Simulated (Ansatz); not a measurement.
System: Mo, space group Im-3m (No. 229).

Structure:
```
CELL_PARAMETERS angstrom
-1.58381 1.58381 1.58381
1.58381 -1.58381 1.58381
1.58381 1.58381 -1.58381
ATOMIC_POSITIONS crystal
Mo 0.00000 0.00000 0.00000
```

Calculation (Ansatz 0.2.0): plane-wave DFT, no spin polarisation; energies at scaled volumes of the given cell, shape and fractions fixed, counted from the fit's minimum, third-order Birch-Murnaghan fit. Level: CAM-B3LYP.

k mesh 6×6×6; occupations Fermi–Dirac; smearing width 0.05 eV; potentials Ansatz PAW; wave cutoff 420 eV; density cutoff 1680 eV.

What does the calculation give for the energy and pressure against volume? The volume takes the values 14.94, 15.26, 15.57, 15.89, 16.21, 16.53, 16.85 Å³/atom.

A third-order Birch–Murnaghan fit gives V0 = 15.47 Å³/atom, B0 = 302 GPa and B′ = 4.2. The energy is 18.30 meV/atom at volume 14.94 Å³/atom and 99.50 meV/atom at 16.85 Å³/atom; the lowest computed point is at volume 15.57 Å³/atom (0.65 meV/atom), and no other minimum shows. The pressure falls from 11.36 GPa at volume 14.94 Å³/atom to −21.51 GPa at 16.85 Å³/atom, and changes sign near 15.47 Å³/atom.

```csv
volume (Å³/atom),energy (meV/atom),pressure (GPa)
14.94,18.30,11.36
15.26,2.85,4.30
15.57,0.65,-2.03
15.89,10.38,-7.70
16.21,30.80,-12.81
16.53,60.84,-17.39
16.85,99.50,-21.51
```

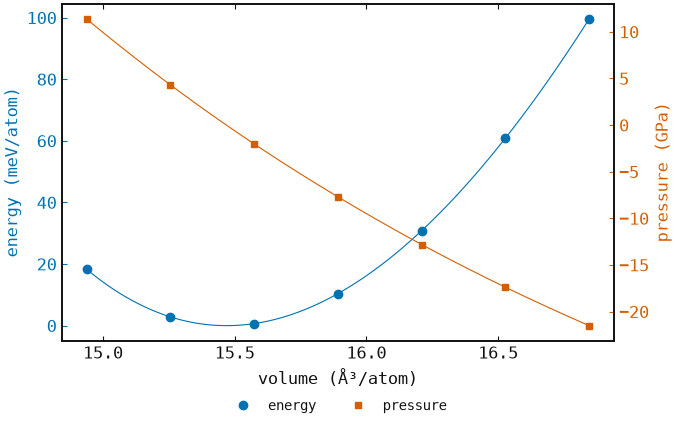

Note: coarse k mesh; the functional was run on potentials made for another functional.
